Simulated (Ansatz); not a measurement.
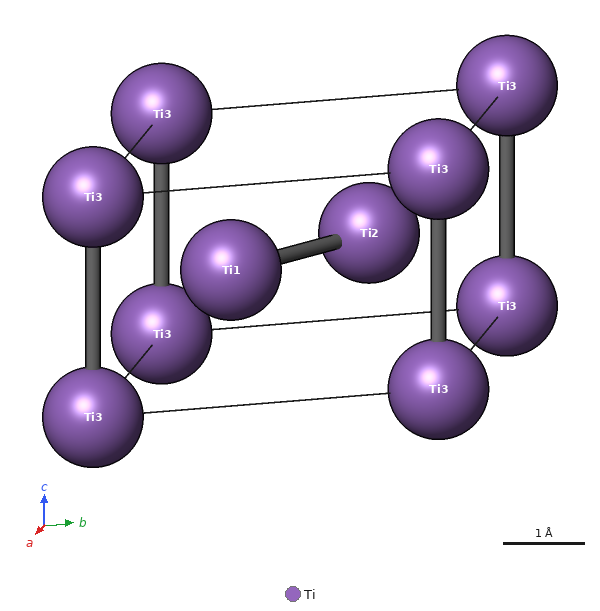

Figure 1. The structure of run A (ball-and-stick view of the cell of the calculation, seen slightly off an axis; atoms are numbered from 1 in the order of the input). An atom can appear more than once, as a periodic image.

## Two runs on Ti

System: Ti (P6/mmm, 3 atoms in the cell).
Method of run A: Kohn-Sham DFT of a periodic cell, PBE with D3(BJ)-ATM, Ansatz PAW, no spin polarisation (Ansatz 0.2.0).

The structure derives from a Materials Project entry. Text and figures count atoms from 1; the logs count them from 0 in places.

### Input file, run A
```yaml
crystal:
  lattice:
    - [4.5673748306, 0.0, 0.0]
    - [-2.2836874153, 3.9554626319, 0.0]
    - [0.0, 0.0, 2.82624427]
  atoms:
    - { symbol: Ti, position: [0.6666666667, 0.3333333333, 0.5] }
    - { symbol: Ti, position: [0.3333333333, 0.6666666667, 0.5] }
    - { symbol: Ti, position: [0.0, 0.0, 0.0] }
hamiltonian:
  xc: pbe
  pseudopotentials: { kind: paw }
  dispersion: d3bjatm
kpoints:
  mp_grid: { grid: [7, 7, 9] }
scf:
  occupations: { method: fermi_dirac, width: 0.05 }
output:
  forces: true
  stress: true
  eigenvalues: true
relax:
  f_tol: 0.01
  max_steps: 40
  cell: { stress_tol: 0.05 }
```

Command:
```bash
ansatz run input.yaml --threads 2 --pin off --max-ram 5632MiB --backend cpu --events-out ev --progress --plain --runs-dir out
```

Hardware: 2 threads of Arm Neoverse V1, 24 GiB of memory available, shared host.

### Output, shortened to warnings, some set-up lines, iterations and results (run A)
```
Basis set: ecut = 420 eV, 975 PW (Γ), exchange–correlation on 64×64×40 points (8 copies of the dense FFT grid, shifted against one another)
Symmetry: 24 space group operations
k-points: 40 of 441
Initial density: superposition of atomic densities (neutral atoms: chi_scale 0, normalization atom), corrected by the library's trained network
[...]
SCF iter   1: F=—  HF=-7500.710714 eV  |F-HF|=—  |Δ(HF+E_count)|=         —  Δρ=1.06e-2  dr2=7.50e-2  ethr=1.77e-3  ⟨swp⟩=4.1  Hψ=3086  notcnv=0
SCF iter   2: F=—  HF=-7500.703268 eV  |F-HF|=—  |Δ(HF+E_count)|=   7.45e-3  Δρ=6.57e-3  dr2=3.42e-2  ethr=2.08e-4  ⟨swp⟩=1.9  Hψ=1281  notcnv=0
SCF iter   3: F=—  HF=-7500.699409 eV  |F-HF|=—  |Δ(HF+E_count)|=   3.86e-3  Δρ=7.76e-4  dr2=6.02e-4  ethr=9.50e-5  ⟨swp⟩=2.0  Hψ=1212  notcnv=0
SCF iter   4: F=—  HF=-7500.699391 eV  |F-HF|=—  |Δ(HF+E_count)|=   1.75e-5  Δρ=2.66e-4  dr2=7.51e-5  ethr=1.67e-6  ⟨swp⟩=2.0  Hψ=1092  notcnv=0
SCF iter   5: F=—  HF=-7500.699323 eV  |F-HF|=—  |Δ(HF+E_count)|=   6.84e-5  Δρ=7.55e-5  dr2=4.15e-6  ethr=2.09e-7  ⟨swp⟩=1.6  Hψ=910  notcnv=0
[... 31 lines ...]
SCF iter   4: F=—  HF=-7500.723819 eV  |F-HF|=—  |Δ(HF+E_count)|=  2.56e-10  Δρ=1.04e-6  dr2=1.38e-10  ethr=8.86e-12  ⟨swp⟩=2.0  Hψ=1477  notcnv=0
SCF iter   5: F=-7500.723819 eV  HF=-7500.723819 eV  |F-HF|=1.82e-12  |Δ(HF+E_count)|=  1.79e-10  Δρ=6.02e-8  dr2=1.42e-12  ethr=1.00e-12  ⟨swp⟩=1.0  Hψ=880  notcnv=0
SCF iter   6: F=-7500.723819 eV  HF=-7500.723819 eV  |F-HF|=2.73e-12  |Δ(HF+E_count)|=  1.82e-12  Δρ=1.27e-8  dr2=2.38e-14  ethr=1.00e-12  ⟨swp⟩=3.0  Hψ=3368  notcnv=0
SCF 5 converged in 6 iterations: F = -7500.723819 eV  dr2 = 2.38e-14
relax step   5: F+E_penalty+E_count = -7500.72381864 eV  Δ(F+E_penalty+E_count) = +2.521e-4 eV  max|allowed force component| = 7.401e-17 eV/Å  Δτ_max = 0.0000 Å  P = -0.006 …
basis re-selected at this cell: Δ(F+E_penalty+E_count) = +2.521e-4 eV, ΔP = +0.011 GPa vs the last step (what re-selecting the basis moved, of the pressure what is left beyond the Pulay correction that the steps carried, after the strain that the cell walked since its last selection, with what the …
SCF converged after 6 iterations
Free energy (F): -7500.723819 eV
Harris-Foulkes:  -7500.723819 eV  (|F-HF|=2.73e-12)
Internal energy: -7500.701873 eV  (E = F + TS)
E sigma→0 (E₀):  -7500.712846 eV
Entropy (-TS):   -0.021945 eV (-7.315 meV/atom)
Fermi energy:    14.178742 eV
--- Per-component energies (eV) ---
  E_band       = -439.111048
  E_kinetic    = 821.617735
  E_local      = -2354.418439  (includes V_loc(G=0)·N_el)
  E_nonlocal   = 24.792896
  E_hartree    = 975.359336
  E_xc         = -293.840399
  E_vxc        = -367.774175  (∫ρ·V_xc dr)
  E_paw        = -3143.611002  (= ΣΔE_a)
  E_vpaw       = -514.048098  (= ΣTr[D̂ρ^β])
  E_aug_tail   = 0.000363  (compensation charges beyond the density's cutoff)
  E_ewald      = -3528.872722
  E_disp       = -1.729643  (pairwise vdW)
  E_smearing   = -0.021945  (= −TS)
  E_closure    = 0.000000  (closes the sum)
  Σ components = -7500.723819   (vs F -7500.723819, Δ=0.00e0)
--- Forces (eV/Å), atoms counted from 1 ---
  atom   1  Ti     0.00000000    -0.00000000     0.00000000
  atom   2  Ti     0.00000000     0.00000000     0.00000000
  atom   3  Ti    -0.00000000    -0.00000000     0.00000000
  max |Σ_I F_I| component: 1.05e-30 eV/Å
--- Stress (GPa, compression-positive) ---
       -0.027218       0.000000       0.000000
       -0.000000      -0.027218       0.000000
        0.000000       0.000000       0.037118
  P = ⅓ Tr σ = -0.0058 GPa (-0.058 kbar)
--- Relaxed structure (4 steps of the walk, 4 accepted, 1 SCFs on fresh bases) ---
  F+E_penalty+E_count = -7500.72381864 eV   max|allowed force component| = 7.401e-17 eV/Å   (the final SCF, on the basis selected at the relaxed cell)
  cell:  # Å, volume = 49.2250 Å³
    - [4.511653117858714, 6.322924467227662e-34, 0.0]
    - [-2.255826558929357, 3.9072062131289145, 0.0]
    - [0.0, 0.0, 2.7924369238243116]
  atoms:
    - { symbol: Ti, position: [0.6666666666666666, 0.3333333333333333, 0.5] }
    - { symbol: Ti, position: [0.3333333333333333, 0.6666666666666666, 0.5] }
[...]
```

For run B the input was changed thus:
```diff
-  dispersion: d3bjatm
+  dispersion: d4
```

Predict how the results change.

The total energies belong to different models, so their difference says nothing on which is more stable or more accurate. The volume per atom goes from 16.41 to 16.86 Å³. The SCF takes 27 iterations over all geometry steps against 31.

### Output, shortened to warnings, some set-up lines, iterations and results (run B)
```
Basis set: ecut = 420 eV, 975 PW (Γ), exchange–correlation on 64×64×40 points (8 copies of the dense FFT grid, shifted against one another)
Symmetry: 24 space group operations
k-points: 40 of 441
Initial density: superposition of atomic densities (neutral atoms: chi_scale 0, normalization atom), corrected by the library's trained network
[...]
SCF iter   1: F=—  HF=-7499.657133 eV  |F-HF|=—  |Δ(HF+E_count)|=         —  Δρ=1.06e-2  dr2=7.50e-2  ethr=1.77e-3  ⟨swp⟩=4.1  Hψ=3086  notcnv=0
SCF iter   2: F=—  HF=-7499.649687 eV  |F-HF|=—  |Δ(HF+E_count)|=   7.45e-3  Δρ=6.57e-3  dr2=3.42e-2  ethr=2.08e-4  ⟨swp⟩=1.9  Hψ=1281  notcnv=0
SCF iter   3: F=—  HF=-7499.645829 eV  |F-HF|=—  |Δ(HF+E_count)|=   3.86e-3  Δρ=7.76e-4  dr2=6.02e-4  ethr=9.50e-5  ⟨swp⟩=2.0  Hψ=1212  notcnv=0
SCF iter   4: F=—  HF=-7499.645811 eV  |F-HF|=—  |Δ(HF+E_count)|=   1.75e-5  Δρ=2.66e-4  dr2=7.51e-5  ethr=1.67e-6  ⟨swp⟩=2.0  Hψ=1092  notcnv=0
SCF iter   5: F=—  HF=-7499.645743 eV  |F-HF|=—  |Δ(HF+E_count)|=   6.84e-5  Δρ=7.55e-5  dr2=4.15e-6  ethr=2.09e-7  ⟨swp⟩=1.6  Hψ=910  notcnv=0
[... 25 lines ...]
SCF iter   6: F=-7499.647469 eV  HF=-7499.647469 eV  |F-HF|=2.73e-12  |Δ(HF+E_count)|=  9.09e-13  Δρ=1.20e-8  dr2=9.42e-14  ethr=1.00e-12  ⟨swp⟩=1.0  Hψ=880  notcnv=0
SCF iter   7: F=-7499.647469 eV  HF=-7499.647469 eV  |F-HF|=9.09e-13  |Δ(HF+E_count)|=    0.00e0  Δρ=3.85e-9  dr2=6.74e-15  ethr=1.00e-12  ⟨swp⟩=1.0  Hψ=880  notcnv=0
SCF iter   8: F=-7499.647469 eV  HF=-7499.647469 eV  |F-HF|=0.00e0  |Δ(HF+E_count)|=    0.00e0  Δρ=1.48e-9  dr2=8.66e-16  ethr=1.00e-12  ⟨swp⟩=2.0  Hψ=2620  notcnv=0
SCF 4 converged in 8 iterations: F = -7499.647469 eV  dr2 = 8.66e-16
relax step   4: F+E_penalty+E_count = -7499.64746866 eV  Δ(F+E_penalty+E_count) = +5.682e-5 eV  max|allowed force component| = 2.220e-16 eV/Å  Δτ_max = 0.0000 Å  P = -0.016 …
basis re-selected at this cell: Δ(F+E_penalty+E_count) = +5.682e-5 eV, ΔP = +0.003 GPa vs the last step (what re-selecting the basis moved, of the pressure what is left beyond the Pulay correction that the steps carried, after the strain that the cell walked since its last selection, with what the …
SCF converged after 8 iterations
Free energy (F): -7499.647469 eV
Harris-Foulkes:  -7499.647469 eV  (|F-HF|=0.00e0)
Internal energy: -7499.625539 eV  (E = F + TS)
E sigma→0 (E₀):  -7499.636504 eV
Entropy (-TS):   -0.021929 eV (-7.310 meV/atom)
Fermi energy:    13.735812 eV
--- Per-component energies (eV) ---
  E_band       = -455.851397
  E_kinetic    = 819.363904
  E_local      = -2399.013598  (includes V_loc(G=0)·N_el)
  E_nonlocal   = 24.602421
  E_hartree    = 989.728075
  E_xc         = -293.121779
  E_vxc        = -366.796887  (∫ρ·V_xc dr)
  E_paw        = -3143.251573  (= ΣΔE_a)
  E_vpaw       = -513.463751  (= ΣTr[D̂ρ^β])
  E_aug_tail   = 0.000364  (compensation charges beyond the density's cutoff)
  E_ewald      = -3497.310238
  E_disp       = -0.623116  (pairwise vdW)
  E_smearing   = -0.021929  (= −TS)
  E_closure    = 0.000000  (closes the sum)
  Σ components = -7499.647469   (vs F -7499.647469, Δ=0.00e0)
--- Forces (eV/Å), atoms counted from 1 ---
  atom   1  Ti    -0.00000000    -0.00000000     0.00000000
  atom   2  Ti     0.00000000     0.00000000     0.00000000
  atom   3  Ti    -0.00000000     0.00000000     0.00000000
  max |Σ_I F_I| component: 3.70e-17 eV/Å
--- Stress (GPa, compression-positive) ---
       -0.032469       0.000000       0.000000
       -0.000000      -0.032469       0.000000
        0.000000       0.000000       0.016448
  P = ⅓ Tr σ = -0.0162 GPa (-0.162 kbar)
--- Relaxed structure (3 steps of the walk, 3 accepted, 1 SCFs on fresh bases) ---
  F+E_penalty+E_count = -7499.64746866 eV   max|allowed force component| = 2.220e-16 eV/Å   (the final SCF, on the basis selected at the relaxed cell)
  cell:  # Å, volume = 50.5717 Å³
    - [4.553868837622676, 0.0, 0.0]
    - [-2.276934418811338, 3.9437660988835503, 0.0]
    - [0.0, 0.0, 2.8158915900526433]
  atoms:
    - { symbol: Ti, position: [0.6666666666666666, 0.3333333333333333, 0.5] }
    - { symbol: Ti, position: [0.3333333333333333, 0.6666666666666666, 0.5] }
[...]
```

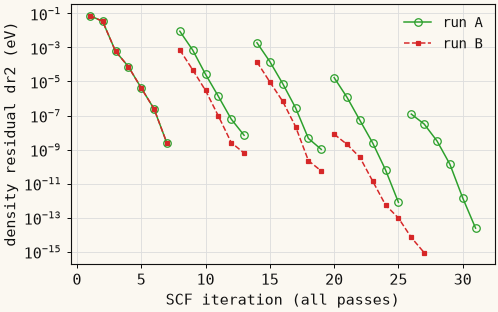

Figure 2. Convergence of the two runs: density residual dr2 against the SCF iteration. A break in a curve parts two SCF passes. Run A takes 31 iterations in all, and run B takes 27.

### The two runs side by side

```csv
quantity,run A,run B
outcome,converged,converged
free energy per atom (eV),−2500.2413,−2499.8825
"energy per atom, smearing taken to zero (eV)",−2500.2376,−2499.8788
gap on the mesh (eV),0.00,0.00
pressure (GPa),−0.01,−0.02
volume per atom (Å³),16.41,16.86
largest force (eV/Å),0.000,0.000
SCF iterations,31,27
irreducible k-points,40,40
wall time (shared host),7.9 s,6.6 s
```
